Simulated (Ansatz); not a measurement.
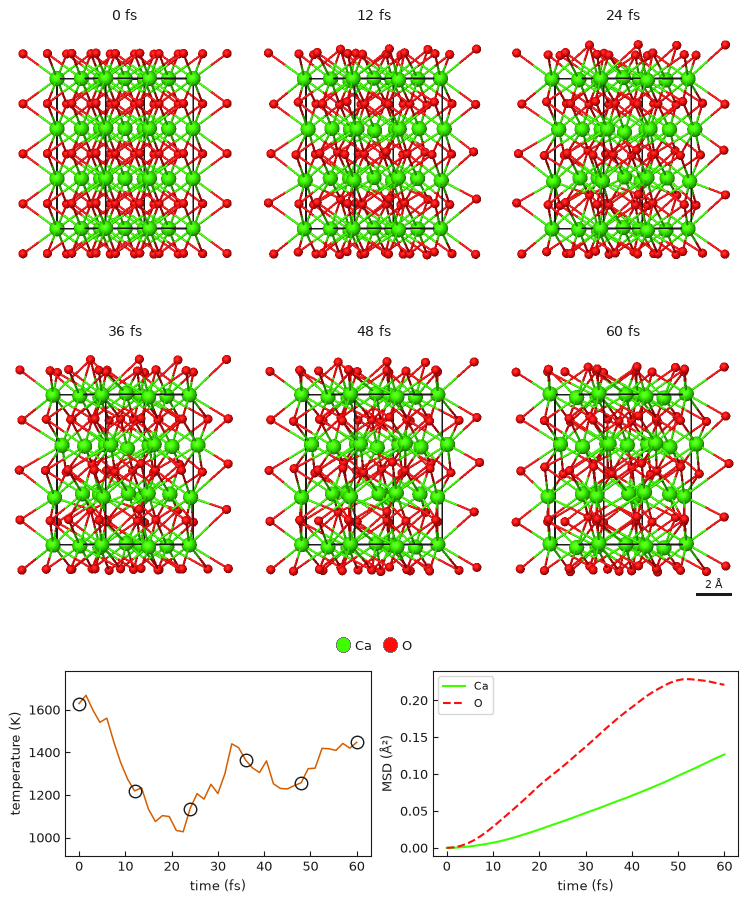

Molecular dynamics of a 24-atom cell of CaO (built on the CsCl type), 60 fs long. Frames and the history of the run. Style: ball-and-stick. Shown: the simulation cell, from a free direction. Bonds to atoms that aren't drawn are left out.

Method: Ansatz 0.2.0, DFT, PBE, plane waves, PAW. Set-up: plane-wave cutoff 420 eV; k-point mesh 2 × 2 × 2; Fermi-Dirac smearing 0.146 eV; Langevin thermostat (NVT); set temperature 1700 K; time step 1.5 fs.

Q: What happens in this trajectory?

A: In the second half of the run the atoms are, in the root-mean-square, this far from where they began (common drift taken out): O 0.45 Å, Ca 0.29 Å. The run lasts only 60 fs, too short to tell vibration from diffusion. The mean temperature in the second half is 1340 K (standard deviation 79 K). The potential energy in the second half lies on average 129 meV per atom above the first frame.
